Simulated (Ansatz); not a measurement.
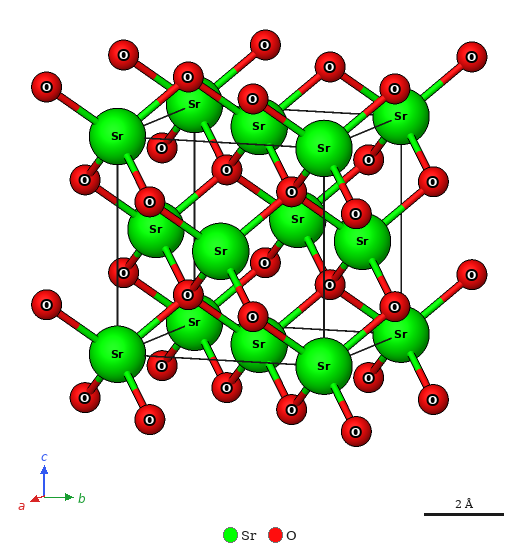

Reference structure: crystalline SrO (built on the zincblende type). A ball-and-stick model of the conventional cell (4 times the calculation's cell), seen slightly off an axis. Lengths and directions refer to the drawn axes.

Computed with DFT r2SCAN, scalar-relativistic, plane waves, PAW (Ansatz). Settings: plane-wave cutoff 500 eV; k-point mesh 8 × 8 × 8; occupations gaussian; smearing width 0.05 eV; no spin polarisation.

Change: The cell is strained by +0.5 % along [1 0 −1], −0.5 % along [1 0 1], none along the third axis (volume 0.0 %), the atoms keeping their fractional coordinates. No relaxation follows.

What does the calculation give for the changed structure?

The energy changes by less than 1 meV per atom. Pressure: 0.0 GPa before, 0.0 GPa after. The principal stresses (compression positive) are 0.5 GPa along [1 0 1], −0.4 GPa along [1 0 −1], none along the third axis. The largest forces, 0.052 eV/Å, act on Sr and O; on the O atom it points along −b. Some distances before and after: O–Sr 2.418 → 2.410 to 2.426 Å. The space group (tolerance 0.01 Å) goes from F-43m (No. 216) to Imm2 (No. 44).
